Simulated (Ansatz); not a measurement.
Run report: Ta₂Si, geometry relaxation (part 2 of 2)

Continued. System: Ta₂Si (I4/mcm, 6 atoms in the cell). Method: DFT, LDA, paw_fr, spin-orbit coupling (Ansatz 0.2.0); cutoff 420 eV, 10×10×10 k-mesh, Fermi–Dirac smearing of 0.15 eV. The structure derives from a Materials Project entry. The run did not end well.

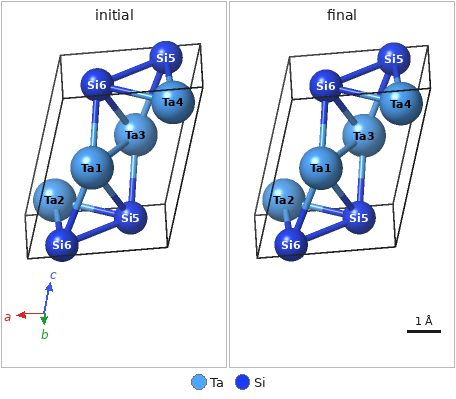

Figure 1. Before (left) and after (right) the relaxation, at one scale (ball-and-stick view of the cell of the calculation, seen at an oblique angle). The run was cut off at its time limit before the relaxation converged, so the last structure is only a point on the way. The energy rises by 11.7 meV per atom in 3 geometry steps. Largest force component: 0.00084 eV/Å at the start, 0.0061 eV/Å at the end. Pressure: −0.17 GPa at the start and 8.03 GPa at the end. The line search rejected the trial step at point 1 (counted from 0) and went back. The atoms keep their places relative to the cell (all moves are under 0.005 Å). The drawn cell changes as follows: a = b = c 4.984 → 4.930 Å (−1.1 %); the volume changes by −3.2 %. Among the contacts that change: Ta1–Ta3 2.799 → 2.763 Å, Si5–Si6 2.505 → 2.477 Å, Ta1–Si5 2.604 → 2.577 Å. The space group stays I4/mcm (No. 140). (Atoms are counted from 1 in the order of the input.)

```
Step cancelled. What follows is not a result of the run: it is the report of the last solve that finished, which converged after 3 SCF iterations.
Magnetization: |M| = 0.0000 μB,  M = (+0.0000, +0.0000, +0.0000) μB
Absolute magnetization: 0.0000 μB (∫|m|)
  site 0: m = (+0.0000, +0.0000, +0.0000) μB, |m| = 0.0000 μB  (R = 1.06 Å)
  site 1: m = (+0.0000, +0.0000, +0.0000) μB, |m| = 0.0000 μB  (R = 1.06 Å)
  site 2: m = (+0.0000, +0.0000, +0.0000) μB, |m| = 0.0000 μB  (R = 1.06 Å)
  site 3: m = (+0.0000, +0.0000, +0.0000) μB, |m| = 0.0000 μB  (R = 1.06 Å)
  site 4: m = (+0.0000, +0.0000, +0.0000) μB, |m| = 0.0000 μB  (R = 1.02 Å)
  site 5: m = (+0.0000, +0.0000, +0.0000) μB, |m| = 0.0000 μB  (R = 1.02 Å)
Free energy (F): -40038.094879 eV
Harris-Foulkes:  -40038.094879 eV  (|F-HF|=1.22e-7)
Internal energy: -40037.863254 eV  (E = F + TS)
E sigma→0 (E₀):  -40037.979066 eV
Entropy (-TS):   -0.231625 eV (-38.604 meV/atom)
Fermi energy:    18.544423 eV
--- Per-component energies (eV) ---
  E_band       = -364.781206
  E_kinetic    = 1567.872515
  E_local      = -2366.583634  (includes V_loc(G=0)·N_el)
  E_nonlocal   = 124.537655
  E_hartree    = 856.224727
  E_xc         = -986.132921
  E_vxc        = -923.054534  (∫ρ·V_xc dr)
  E_paw        = -33644.799549  (= ΣΔE_a)
  E_vpaw       = -479.998880  (= ΣTr[D̂ρ^β])
  E_aug_tail   = 0.000433  (compensation charges beyond the density's cutoff)
  E_ewald      = -5590.227285
  E_core_change = 1.244805  (= ΣΔE_core)
  E_smearing   = -0.231625  (= −TS)
  E_closure    = 0.000000  (closes the sum)
  Σ components = -40038.094879   (vs F -40038.094879, Δ=0.00e0)
--- Forces (eV/Å), atoms counted from 1 ---
  atom   1  Ta    -0.00608957     0.00608957     0.00000000
  atom   2  Ta    -0.00608957    -0.00608957    -0.00000000
  atom   3  Ta     0.00608957    -0.00608957    -0.00000000
  atom   4  Ta     0.00608957     0.00608957    -0.00000000
  atom   5  Si    -0.00000000    -0.00000000     0.00000000
  atom   6  Si     0.00000000     0.00000000    -0.00000000
  max |Σ_I F_I| component: 2.43e-17 eV/Å
--- Stress (GPa, compression-positive) ---
        8.039829      -0.000000      -0.000000
       -0.000000       8.039829       0.000000
       -0.000000       0.000000       7.838501
  P = ⅓ Tr σ = 7.9727 GPa (79.727 kbar)
--- Band table (eV; the first three rows and the last of 102) ---
  k-point 0: bands = ["-48.8350", "-48.8350", "-48.7804", "-48.7804", "-48.7240", "-48.7240", "-48.7240", "-48.7240", "-21.9030", "-21.9030", "-21.8991", "-21.8991", "-21.7943", "-21.7943", "-21.6018", "-21.6018", "-13.4018", "-13.4018", "-13.3313", "-13.3313", "-13.2650", "-13.2650", "-13.2451", "-13.2451", "-13.1610", "-13.1610", "-13.1505", "-13.1505", "-12.6245", "-12.6245", "-12.5469", "-12.5469", "6.2222", "6.2222", "10.8743", "10.8743", "13.4299", "13.4299", "13.7109", "13.7109", "14.0733", "14.0733", "14.2169", "14.2169", "15.5984", "15.5984", "15.8791", "15.8791", "16.0211", "16.0211", "16.0815", "16.0815", "16.1038", "16.1038", "16.5334", "16.5334", "18.7078", "18.7078", "18.7303", "18.7303", "19.5675", "19.5675", "19.8975", "19.8975", "20.1417", "20.1417", "20.1538", "20.1538", "20.3161", "20.3161", "20.4769", "20.4769", "22.6141", "22.6141"]
  k-point 1: bands = ["-48.8330", "-48.8330", "-48.7804", "-48.7804", "-48.7261", "-48.7261", "-48.7240", "-48.7240", "-21.9017", "-21.9017", "-21.8957", "-21.8957", "-21.7935", "-21.7935", "-21.6078", "-21.6078", "-13.3986", "-13.3986", "-13.3471", "-13.3471", "-13.2747", "-13.2747", "-13.2188", "-13.2188", "-13.1706", "-13.1706", "-13.1245", "-13.1245", "-12.6383", "-12.6383", "-12.5558", "-12.5558", "6.3148", "6.3148", "10.9361", "10.9361", "13.1505", "13.1505", "13.2805", "13.2805", "14.3597", "14.3597", "14.6324", "14.6324", "15.5435", "15.5435", "15.8112", "15.8112", "15.9054", "15.9054", "15.9599", "15.9599", "16.1567", "16.1567", "16.5628", "16.5628", "18.5189", "18.5189", "18.7433", "18.7433", "19.4281", "19.4281", "19.6133", "19.6133", "19.9081", "19.9081", "20.3561", "20.3561", "20.7068", "20.7068", "20.8950", "20.8950", "22.8862", "22.8862"]
  k-point 2: bands = ["-48.8277", "-48.8277", "-48.7799", "-48.7799", "-48.7320", "-48.7320", "-48.7240", "-48.7240", "-21.9011", "-21.9011", "-21.8828", "-21.8828", "-21.7914", "-21.7914", "-21.6247", "-21.6247", "-13.3901", "-13.3901", "-13.3656", "-13.3656", "-13.2900", "-13.2900", "-13.2045", "-13.2045", "-13.1397", "-13.1397", "-13.0874", "-13.0874", "-12.6828", "-12.6828", "-12.5736", "-12.5736", "6.5757", "6.5757", "11.1112", "11.1112", "12.5615", "12.5615", "12.8768", "12.8768", "14.6478", "14.6478", "14.8728", "14.8728", "15.5556", "15.5556", "15.7163", "15.7163", "15.7893", "15.7893", "15.9400", "15.9400", "16.2392", "16.2392", "16.3904", "16.3904", "18.3413", "18.3413", "18.8004", "18.8004", "19.1924", "19.1924", "19.2368", "19.2368", "19.5518", "19.5518", "20.7821", "20.7821", "21.2534", "21.2534", "21.6868", "21.6868", "23.0813", "23.0813"]
  k-point 101: bands = ["-48.7691", "-48.7691", "-48.7691", "-48.7691", "-48.7648", "-48.7648", "-48.7608", "-48.7608", "-21.8234", "-21.8234", "-21.8089", "-21.8089", "-21.7960", "-21.7960", "-21.7820", "-21.7820", "-13.4536", "-13.4536", "-13.3420", "-13.3420", "-13.2721", "-13.2721", "-13.1773", "-13.1773", "-13.0638", "-13.0638", "-12.8246", "-12.8246", "-12.8168", "-12.8168", "-12.7975", "-12.7975", "8.4837", "8.4837", "11.1146", "11.1146", "12.0027", "12.0027", "12.2327", "12.2327", "12.8347", "12.8347", "14.7153", "14.7153", "14.7689", "14.7689", "15.2449", "15.2449", "16.1744", "16.1744", "16.9553", "16.9553", "17.3180", "17.3180", "17.4253", "17.4253", "17.5073", "17.5073", "17.5467", "17.5467", "18.3465", "18.3465", "18.7370", "18.7370", "19.2733", "19.2733", "19.3155", "19.3155", "21.4579", "21.4579", "22.1980", "22.1980", "22.2366", "22.2366"]
End of that report.
Error: SIGTERM received: cancelled by the caller after 4 completed ionic steps
```

Trajectory as extended XYZ (Å, eV, eV/Å), 4 frames, from step=1 to step=4:
```
6
Lattice="-3.0467 3.0467 2.5053 3.0467 -3.0467 2.5053 3.0467 3.0467 -2.5053" Properties=species:S:1:pos:R:3:forces:R:3 step=1 energy=-40038.16529 pressure_GPa=-0.17
Ta    2.0570    0.9897    2.5053    0.0008  -0.0008   0.0000
Ta   -0.9897    2.0570    2.5053    0.0008   0.0008   0.0000
Ta    0.9897    2.0570    0.0000   -0.0008   0.0008   0.0000
Ta    4.0365    0.9897    0.0000   -0.0008  -0.0008   0.0000
Si    0.0000    0.0000    1.2526    0.0000   0.0000   0.0000
Si    0.0000    0.0000    3.7579    0.0000   0.0000   0.0000
6
Lattice="-2.9606 2.9606 2.4439 2.9606 -2.9606 2.4439 2.9606 2.9606 -2.4439" Properties=species:S:1:pos:R:3:forces:R:3 step=2 energy=-40037.64205 pressure_GPa=22.30 accepted=F
Ta    2.0252    0.9354    2.4439   -0.5359   0.5359   0.0000
Ta   -0.9354    2.0252    2.4439   -0.5359  -0.5359   0.0000
Ta    0.9354    2.0252    0.0000    0.5359  -0.5359   0.0000
Ta    3.8961    0.9354    0.0000    0.5359   0.5359   0.0000
Si    0.0000    0.0000    1.2220    0.0000   0.0000   0.0000
Si    0.0000    0.0000    3.6659    0.0000   0.0000   0.0000
6
Lattice="-3.0159 3.0159 2.4819 3.0159 -3.0159 2.4819 3.0159 3.0159 -2.4819" Properties=species:S:1:pos:R:3:forces:R:3 step=3 energy=-40038.10747 pressure_GPa=7.23
Ta    2.0387    0.9772    2.4819   -0.0147   0.0147   0.0000
Ta   -0.9772    2.0387    2.4819   -0.0147  -0.0147   0.0000
Ta    0.9772    2.0387    0.0000    0.0147  -0.0147   0.0000
Ta    3.9930    0.9772    0.0000    0.0147   0.0147   0.0000
Si    0.0000    0.0000    1.2409    0.0000   0.0000   0.0000
Si    0.0000    0.0000    3.7228    0.0000   0.0000   0.0000
6
Lattice="-3.0142 3.0142 2.4773 3.0142 -3.0142 2.4773 3.0142 3.0142 -2.4773" Properties=species:S:1:pos:R:3:forces:R:3 step=4 energy=-40038.09488 pressure_GPa=8.03
Ta    2.0374    0.9768    2.4773   -0.0061   0.0061   0.0000
Ta   -0.9768    2.0374    2.4773   -0.0061  -0.0061   0.0000
Ta    0.9768    2.0374    0.0000    0.0061  -0.0061   0.0000
Ta    3.9909    0.9768    0.0000    0.0061   0.0061   0.0000
Si    0.0000    0.0000    1.2386    0.0000   0.0000   0.0000
Si    0.0000    0.0000    3.7159    0.0000   0.0000   0.0000
```

This output came from the following input.

The input:
```yaml
crystal:
  lattice:
    - [-3.0467380325, 3.0467380325, 2.5052582537]
    - [3.0467380325, -3.0467380325, 2.5052582537]
    - [3.0467380325, 3.0467380325, -2.5052582537]
  atoms:
    - { symbol: Ta, position: [0.6624259646, 0.8375740354, 0.5] }
    - { symbol: Ta, position: [0.8375740354, 0.3375740354, 0.1751480709] }
    - { symbol: Ta, position: [0.3375740354, 0.1624259646, 0.5] }
    - { symbol: Ta, position: [0.1624259646, 0.6624259646, 0.8248519291] }
    - { symbol: Si, position: [0.25, 0.25, 0.0] }
    - { symbol: Si, position: [0.75, 0.75, 0.0] }
basis:
  ecutwfc: 420
kpoints:
  mp_grid: { grid: [10, 10, 10] }
hamiltonian:
  xc: lda
  pseudopotentials: { kind: paw_fr }
scf:
  occupations: { method: fermi_dirac, width: 0.15 }
output:
  forces: true
  eigenvalues: true
  stress: true
relax:
  adjacent_minimum: "off"
  f_tol: 0.001
  max_steps: 60
  cell: { stress_tol: 0.02, p_target: 8.0 }
magnetization:
  noncollinear: true
  spin_orbit: true
```

Launch command:
```bash
ansatz run input.yaml --threads 2 --pin off --max-ram 7168MiB --backend cpu --events-out ev --progress --plain --runs-dir out
```

What the run reported:

```json
{"quantity": "outcome", "value": "stopped at the time limit"}
{"quantity": "space group (tolerance 0.01 Å)", "value": "I4/mcm (140)"}
{"quantity": "final cell", "value": "a = 4.930 Å, b = 4.930 Å, c = 4.930 Å, α = 104.62°, β = 104.62°, γ = 119.67°"}
{"quantity": "hardware", "value": "2 threads of AMD EPYC (Zen 3), 32 GiB of memory available, shared host"}
{"quantity": "wall time", "value": "5.3 min (CPU time 10 min)"}
{"quantity": "peak memory", "value": "1.3 GiB"}
```

What went wrong:

Settings chosen away from the usual ones: hamiltonian.pseudopotentials set to {"kind": "paw_fr"}; magnetization set to {"noncollinear": true, "spin_orbit": true}. The run was cut off by its time limit, so the output is incomplete. Results for this metal are sensitive to the k-point mesh.
